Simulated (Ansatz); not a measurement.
Mn$_{2}$AlCu$_{3}$

Input file:

```
crystal:
  lattice:
    - [3.4194725697, -4.6904110286, 0.0]
    - [3.4194725697, 4.6904110286, 0.0]
    - [0.0, 0.0, 4.633755841]
  atoms:
    - { symbol: Mn, position: [0.0, 0.5, 0.5], spin: 4.38 }
    - { symbol: Mn, position: [0.5, 0.0, 0.5], spin: 4.38 }
    - { symbol: Al, position: [0.5, 0.5, 0.5] }
    - { symbol: Cu, position: [0.8374553549, 0.8374553549, 0.5] }
    - { symbol: Cu, position: [0.1625446451, 0.1625446451, 0.5] }
    - { symbol: Cu, position: [0.5, 0.5, 0.0] }
basis:
  ecutwfc: 420
kpoints:
  mp_grid: { grid: [8, 8, 8] }
hamiltonian:
  xc: pbe
scf:
  occupations: { method: gaussian, width: 0.1 }
output:
  forces: true
  stress: true
  eigenvalues: true
  populations: true
  write_density: true
  write_potential: true
  elf: true
  volumetric_format: npy
magnetization:
  spin_polarized: true
relax:
  adjacent_minimum: "off"
  f_tol: 0.01
  max_steps: 80
  cell: { stress_tol: 0.05 }
```

Command:

```sh
ansatz run input.yaml --threads 4 --pin off --max-ram 8192MiB --backend cpu --events-out ev --progress --plain --runs-dir out
```

Below, planes, directions and counts refer to the conventional cell (a = 6.84 Å, b = 9.29 Å, c = 4.67 Å, α = 90.00°, β = 90.00°, γ = 90.00°).

The fields are those of the run's last geometry, not of the input's.

Space group Cmmm; a structure generated by program, which may or may not match a known phase; spin-polarised.

Level of theory: DFT PBE, scalar-relativistic, plane waves, PAW (Ansatz).

In a PAW calculation such maps are meaningful between the atoms, not at the nuclei.

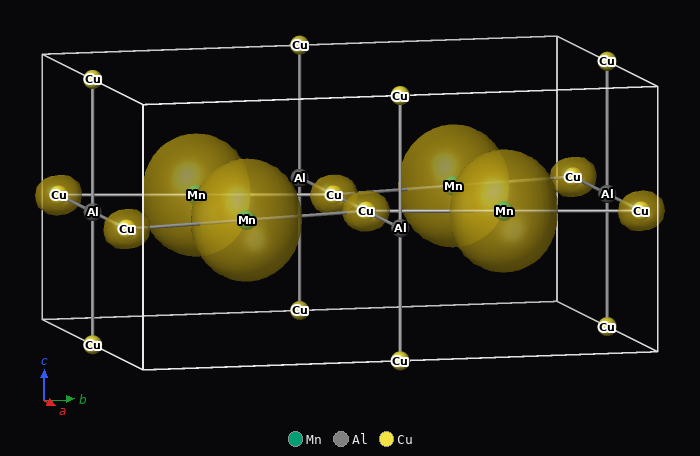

Figure 1. Isosurface of the spin density (up minus down) at +0.15 e/Å³ (yellow), seen slightly off an axis. Sticks mark near contacts.

### Where is the spin, and how is it ordered?

The spin density sits on Mn: +3.9 μB (×4) in one cell of 12 atoms, with smaller moments on Al (up to −0.06 μB) and Cu (up to +0.10 μB): parallel main moments (a ferromagnetic arrangement) in this solution. The cell of the calculation (6 atoms) carries 8.7 μB of net spin moment.

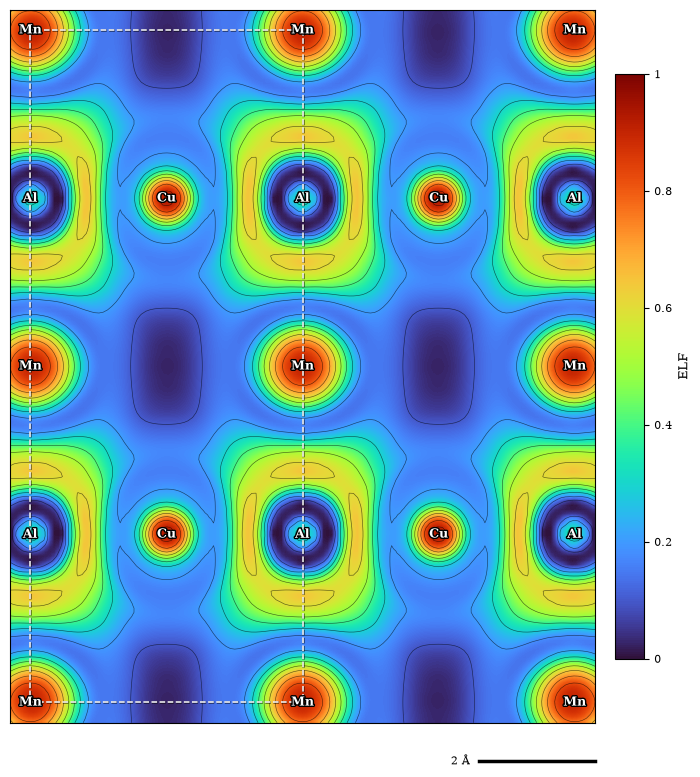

Figure 2. Electron localisation function on the (11̄0) plane of the conventional cell.

### Read the bonding off the picture.

The section cuts through Mn, Al and Cu sites.
Al–Cu (2.34 Å): the ELF peaks at about 0.65 between the atoms.
The features right at Mn and Cu lie inside the PAW spheres, where the map follows smoothed inner orbitals and isn't to be read closely.

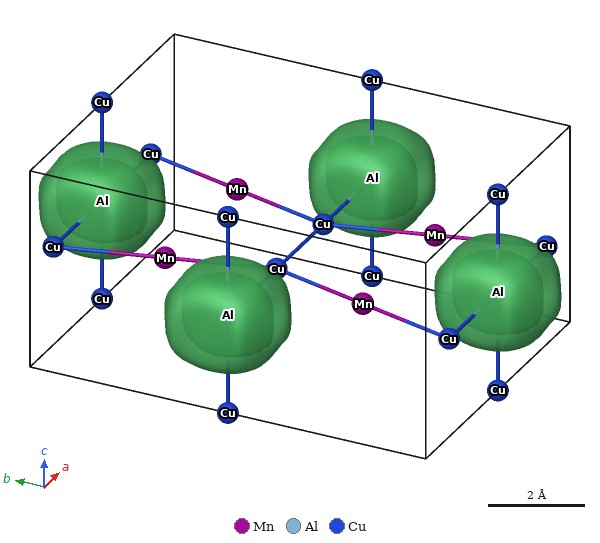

Figure 3. Isosurface of the ELF at 0.55 (green), seen at an oblique angle. Only the valence region is drawn (cores and ρ < 0.01 e/Å³ removed). Sticks mark near contacts.

### Identify the bonds, lone pairs and shells in this picture.

The surface consists of two regions wrapped around Al (the valence shell of each), counted in one cell of 12 atoms. Regions shared between cells count once. Profiles from the grid: Cu–Cu (2.22 Å): the ELF is about 0.20 at the midpoint (no localised pair shows between them). Al–Cu (2.31 Å): the ELF peaks at about 0.60 between the atoms.

### Does the calculation make it a metal, or give it a gap?

It is gapless in this calculation (a metal or semimetal).
